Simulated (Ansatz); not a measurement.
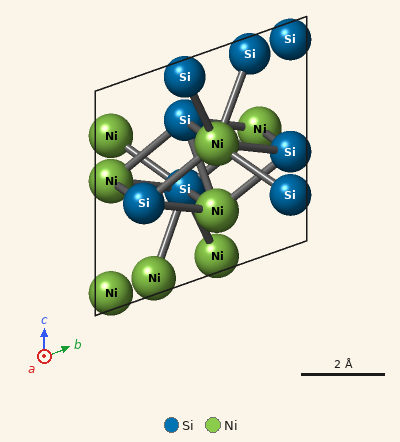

**Figure 1.** The starting structure (ball-and-stick view of the cell of the calculation, along the a axis). An atom can appear more than once, as a periodic image. Near neighbours in the periodic cell (some may lie outside the picture): Si has 7 Ni at 2.34 to 2.42 Å; Ni has 7 Si at 2.34 to 2.42 Å.

# Geometry relaxation of NiSi (part 1 of 2)

- system: NiSi (P2₁3, 16 atoms in the cell)
- method: DFT PBEsol, scalar-relativistic, plane waves, PAW, no spin polarisation (Ansatz 0.2.0)

The structure derives from an entry of the Crystallography Open Database. It belongs to a series of runs on one base structure; here: 0 of 8 Si sites taken by Mn, cell and atoms relaxed.

What the program printed:
```
Engine: ansatz 0.2.0, x86_64-unknown-linux-gnu
Pseudopotentials: kind: paw
Pseudopotential: Si, paw, valence charge 4, recommended cutoff 420 eV (normal), Si.paw.azcp
Pseudopotential: Ni, paw, valence charge 18, recommended cutoff 420 eV (normal), Ni.paw.azcp
Functional definition: PBEsol
  exchange = pbesol_x
  correlation = pbesol_c
Crystal: 16 atoms, lattice volume = 178.387 Å³
Basis set: ecut = 420 eV, 3479 PW (Γ), exchange–correlation on 90×90×90 points (8 copies of the dense FFT grid, shifted against one another)
Bands: 106, of which v1, the nominal top of the filled ones, is band 88 counted from 1 (87 counted from 0)
Symmetry: 24 space group operations
Space group: P213 (ITA 198), of the structure as read, at distance tolerance 5.6e-5 Å
k-points: 35 of 512 (time reversal used)
Non-local potential: Si, projectors of the file, l = 0: 2, l = 1: 2, l = 2: 2
Non-local potential: Ni, projectors of the file, l = 0: 3, l = 1: 2, l = 2: 3, l = 3: 1
PAW form: soft (Blöchl's): semilocal exchange-correlation on the pseudo side does not see the compensation charge
PAW frozen core: Si, regenerated for the run's functional, and the local potential with it (the file was generated under x = pbe(κ = 0.804, μ = 0.2195149727645171), c = pbe(β = 0.06672455060314922))
PAW frozen core: Ni, regenerated for the run's functional, and the local potential with it (the file was generated under x = pbe(κ = 0.804, μ = 0.2195149727645171), c = pbe(β = 0.06672455060314922))
PAW one-centre angular grid: Si, 110 points (default); XC on 64 Gauss nodes
PAW one-centre angular grid: Ni, 590 points (default); XC on 64 Gauss nodes
Initial density: superposition of atomic densities (neutral atoms: chi_scale 0, normalization atom), corrected by the library's trained network
Initial wavefunctions: pseudopotential atomic-orbital guess
Functional: x = pbesol(κ = 0.804, μ = 0.12345679012345678), c = pbesol(β = 0.046)
SCF iter   1: F=—  HF=-51419.800936 eV  |F-HF|=—  |Δ(HF+E_count)|=         —  Δρ=1.93e-2  dr2=3.74e-1  ethr=1.77e-3  ⟨swp⟩=6.5  Hψ=14349  notcnv=0  defer=31
preconditioner: auto → Kerker (q_TF=auto, 2.722 Å⁻¹)  [metal: Δε(μ)=0.055 eV  Ē_g=7.188 eV  σ=0.100 eV  W_gap=0.29  n_scr=58 (ndim 8)  ℏωp=29.4 eV  f_vac=0.000  D(μ)=4.89/eV (n_scr^D=26)]
SCF iter   2: F=—  HF=-51419.743862 eV  |F-HF|=—  |Δ(HF+E_count)|=   5.71e-2  Δρ=4.76e-3  dr2=2.46e-2  ethr=2.13e-4  ⟨swp⟩=2.9  Hψ=7438  notcnv=0  defer=351
SCF iter   3: F=—  HF=-51419.740667 eV  |F-HF|=—  |Δ(HF+E_count)|=   3.19e-3  Δρ=1.44e-3  dr2=2.52e-3  ethr=1.40e-5  ⟨swp⟩=1.4  Hψ=3589  notcnv=0  defer=351
SCF iter   4: F=—  HF=-51419.740106 eV  |F-HF|=—  |Δ(HF+E_count)|=   5.62e-4  Δρ=2.30e-4  dr2=5.46e-5  ethr=1.43e-6  ⟨swp⟩=2.0  Hψ=4903  notcnv=0  defer=351
SCF iter   5: F=—  HF=-51419.740250 eV  |F-HF|=—  |Δ(HF+E_count)|=   1.44e-4  Δρ=5.59e-5  dr2=3.96e-6  ethr=3.10e-8  ⟨swp⟩=2.1  Hψ=5502  notcnv=0  defer=351
SCF iter   6: F=—  HF=-51419.740249 eV  |F-HF|=—  |Δ(HF+E_count)|=   3.10e-7  Δρ=1.67e-5  dr2=3.55e-7  ethr=2.25e-9  ⟨swp⟩=2.0  Hψ=6175  notcnv=0  defer=351
SCF iter   7: F=-51419.740249 eV  HF=-51419.740249 eV  |F-HF|=3.35e-9  |Δ(HF+E_count)|=   6.48e-8  Δρ=2.37e-6  dr2=6.86e-9  ethr=5.68e-11  ⟨swp⟩=9.5  Hψ=17209  notcnv=0
SCF 1 converged in 7 iterations: F = -51419.740249 eV  dr2 = 6.86e-9
  greatest PAW one-centre occupation: 1.001 electrons in one spin orbital (limit 2), on the Ni atom at site 15 (counted from 0), in its partial waves of l = 1
relax step   1: F+E_penalty+E_count = -51419.74024912 eV  Δ(F+E_penalty+E_count) = +0.000e0 eV  max|allowed force component| = 9.714e-4 eV/Å  Δτ_max = 0.0000 Å  P = +0.010 GPa  Ω = 178.387 Å³  (7 SCF iters, dr2 threshold 1.00e-7 eV, accepted)
Initial density: handed on by an earlier stage of this run
Initial wavefunctions: pseudopotential atomic-orbital guess (no wavefunctions were taken with the density)
iter 1 solved again at ethr=7.33e-7 eV; its pass at ethr=3.10e-3 eV (dr2=1.29e-3 eV) is discarded
SCF iter   1: F=—  HF=-51419.740114 eV  |F-HF|=—  |Δ(HF+E_count)|=         —  Δρ=2.72e-6  dr2=8.99e-9  ethr=7.33e-7  ⟨swp⟩=3.0  Hψ=22796  notcnv=0
eigensolver tolerance schedule: the retry pair's looser diagonalisation over-reported the residual by 143547.02 of it (diagonalisation noise at an unbounded share of the residual, at the tolerance the schedule requests for it); recorded, not acted on — ethr = c·dr2/N_el stays at c = 1.0e-1
preconditioner: auto → Kerker (q_TF=auto, 2.722 Å⁻¹)  [metal: Δε(μ)=0.053 eV  Ē_g=7.220 eV  σ=0.100 eV  W_gap=0.29  n_scr=58 (ndim 8)  ℏωp=29.4 eV  f_vac=0.000  D(μ)=4.65/eV (n_scr^D=26)]
SCF iter   2: F=—  HF=-51419.740249 eV  |F-HF|=—  |Δ(HF+E_count)|=   1.35e-4  Δρ=1.61e-6  dr2=3.67e-9  ethr=5.11e-12  ⟨swp⟩=4.0  Hψ=10573  notcnv=0
iter 3 did not close the SCF: its close was put off for the readings that it lacked (scf_convergence_deferred on its scf_iter line)
SCF iter   3: F=-51419.740249 eV  HF=-51419.740249 eV  |F-HF|=3.27e-10  |Δ(HF+E_count)|=  7.13e-10  Δρ=7.38e-7  dr2=8.66e-10  ethr=2.09e-12  ⟨swp⟩=1.0  Hψ=3710  notcnv=0
iter 4 did not close the SCF: its close was put off for the readings that it lacked (scf_convergence_deferred on its scf_iter line)
SCF iter   4: F=-51419.740249 eV  HF=-51419.740249 eV  |F-HF|=1.46e-11  |Δ(HF+E_count)|=  2.47e-10  Δρ=1.75e-7  dr2=3.99e-11  ethr=1.00e-12  ⟨swp⟩=1.0  Hψ=3710  notcnv=0
iter 5 did not close the SCF: its close was put off for the readings that it lacked (scf_convergence_deferred on its scf_iter line)
SCF iter   5: F=-51419.740249 eV  HF=-51419.740249 eV  |F-HF|=7.28e-12  |Δ(HF+E_count)|=  7.28e-12  Δρ=1.44e-7  dr2=2.37e-11  ethr=1.00e-12  ⟨swp⟩=1.0  Hψ=3710  notcnv=0
iter 6 did not close the SCF: its close was put off for the readings that it lacked (scf_convergence_deferred on its scf_iter line)
SCF iter   6: F=-51419.740249 eV  HF=-51419.740249 eV  |F-HF|=7.28e-12  |Δ(HF+E_count)|=  7.28e-12  Δρ=3.15e-8  dr2=1.20e-12  ethr=1.00e-12  ⟨swp⟩=1.0  Hψ=3710  notcnv=0
SCF iter   7: F=-51419.740249 eV  HF=-51419.740249 eV  |F-HF|=7.28e-12  |Δ(HF+E_count)|=  2.18e-11  Δρ=1.26e-8  dr2=2.24e-13  ethr=1.00e-12  ⟨swp⟩=1.6  Hψ=7753  notcnv=0
SCF 2 converged in 7 iterations: F = -51419.740249 eV  dr2 = 2.24e-13
  greatest PAW one-centre occupation: 1.001 electrons in one spin orbital (limit 2), on the Ni atom at site 9 (counted from 0), in its partial waves of l = 1
relax step   2: F+E_penalty+E_count = -51419.74024912 eV  Δ(F+E_penalty+E_count) = -7.421e-10 eV  max|allowed force component| = 9.651e-4 eV/Å  Δτ_max = 0.0000 Å  P = +0.010 GPa  Ω = 178.387 Å³  stress off target by 1.01e-2 GPa  SCF on the basis re-selected at this cell (its energy is not comparable with the rows above)  (7 SCF iters)
```

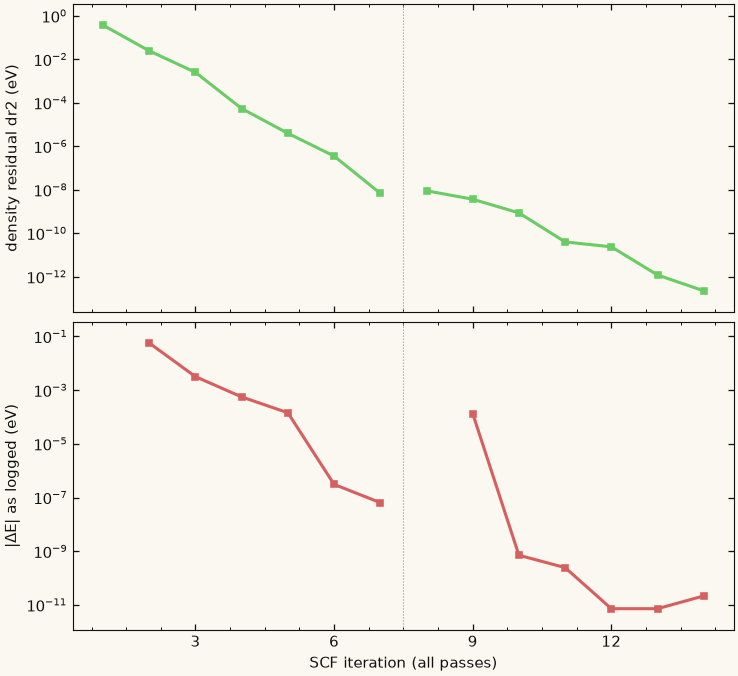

**Figure 2.** Convergence of the self-consistent field: density residual dr2 and size of the energy change against the SCF iteration. The dotted lines part the SCF passes of the relaxation: geometry steps, rejected trials and re-solves on a re-selected basis. The passes take 7 and 7 iterations.

```
basis re-selected at this cell: Δ(F+E_penalty+E_count) = -7.421e-10 eV, ΔP = -0.000 GPa vs the last step (what re-selecting the basis moved, of the pressure what is left beyond the Pulay correction that the steps carried, after the strain that the cell walked since its last selection, with what the two solves' SCF thresholds leave and, on support functions, any second-order correction that the steps lacked; it is no measure of the basis error at this ecutwfc). This SCF's stress stands 1.01e-2 GPa from its target on what of the cell is left free (relax.cell.stress_tol is 1.50e-1 GPa) and its largest allowed force component is 9.65e-4 eV/Å (relax.f_tol is 1.50e-2 eV/Å): within both
SCF converged after 7 iterations
Free energy (F): -51419.740249 eV
Harris-Foulkes:  -51419.740249 eV  (|F-HF|=7.28e-12)
Internal energy: -51419.717005 eV  (E = F + TS)
E sigma→0 (E₀):  -51419.728627 eV
Entropy (-TS):   -0.023244 eV (-1.453 meV/atom)
Fermi energy:    16.845298 eV
--- Per-component energies (eV) ---
  E_band       = -2309.772621
  E_kinetic    = 2642.342730
  E_local      = -34386.589521  (includes V_loc(G=0)·N_el)
  E_nonlocal   = 5302.999203
  E_hartree    = 14824.703645
  E_xc         = -1137.612042
  E_vxc        = -1281.658171  (∫ρ·V_xc dr)
  E_paw        = -16765.647645  (= ΣΔE_a)
  E_vpaw       = -4236.278324  (= ΣTr[D̂ρ^β])
  E_aug_tail   = 0.004250  (compensation charges beyond the density's cutoff)
  E_ewald      = -21901.748420
  E_core_change = 1.830796  (= ΣΔE_core)
  E_smearing   = -0.023244  (= −TS)
  E_closure    = -0.000000  (closes the sum)
  Σ components = -51419.740249   (vs F -51419.740249, Δ=0.00e0)
--- Forces (eV/Å), atoms counted from 1 ---
  atom   1  Si    -0.00069013    -0.00069013    -0.00069013
  atom   2  Si    -0.00069013    -0.00069013    -0.00069013
  atom   3  Si     0.00069013     0.00069013    -0.00069013
  atom   4  Si     0.00069013     0.00069013    -0.00069013
  atom   5  Si    -0.00069013     0.00069013     0.00069013
  atom   6  Si    -0.00069013     0.00069013     0.00069013
  atom   7  Si     0.00069013    -0.00069013     0.00069013
  atom   8  Si     0.00069013    -0.00069013     0.00069013
  atom   9  Ni     0.00096514     0.00096514     0.00096514
  atom  10  Ni     0.00096514     0.00096514     0.00096514
  atom  11  Ni    -0.00096514    -0.00096514     0.00096514
  atom  12  Ni    -0.00096514    -0.00096514     0.00096514
  atom  13  Ni     0.00096514    -0.00096514    -0.00096514
  atom  14  Ni     0.00096514    -0.00096514    -0.00096514
  atom  15  Ni    -0.00096514     0.00096514    -0.00096514
  atom  16  Ni    -0.00096514     0.00096514    -0.00096514
  max |Σ_I F_I| component: 1.05e-16 eV/Å
--- Stress (GPa, compression-positive) ---
        0.010117       0.000000      -0.000000
        0.000000       0.010117      -0.000000
       -0.000000       0.000000       0.010117
  P = ⅓ Tr σ = 0.0101 GPa (0.101 kbar)
--- Band table (eV; the first three rows and the last of 35) ---
  k-point 0: bands = ["-87.1065", "-87.1022", "-87.1022", "-87.1022", "-87.1022", "-87.1008", "-87.1008", "-87.1008", "-47.7701", "-47.7701", "-47.7701", "-47.7651", "-47.7651", "-47.7651", "-47.7651", "-47.7484", "-47.6328", "-47.6328", "-47.6328", "-47.6305", "-47.6305", "-47.6305", "-47.6305", "-47.6122", "-47.6122", "-47.6041", "-47.6041", "-47.6041", "-47.6030", "-47.6030", "-47.6030", "-47.6030", "2.3873", "6.6234", "6.6234", "6.6234", "6.6234", "7.8924", "7.8924", "7.8924", "8.9395", "8.9395", "8.9395", "8.9395", "10.3763", "10.3763", "10.3763", "12.0440", "12.0440", "12.0440", "12.6263", "12.6503", "12.6503", "12.6503", "12.6503", "12.6780", "12.6780", "12.8785", "12.8785", "12.8785", "12.8785", "12.9639", "12.9639", "12.9639", "13.3766", "13.3766", "13.3766", "14.1136", "14.1136", "14.1136", "14.1136", "14.1145", "14.1145", "14.1145", "14.1145", "14.4333", "14.4333", "14.4333", "14.5256", "14.5256", "15.0254", "15.0254", "15.0254", "15.0254", "15.1935", "15.1935", "15.1935", "17.8919", "17.8919", "17.8919", "18.2499", "18.2499", "18.8803", "18.8803", "18.8803", "20.2821", "21.1216", "21.1216", "21.1216", "21.1216", "21.3840", "21.3840", "21.3840", "21.4255", "21.4255", "21.4255"]
```
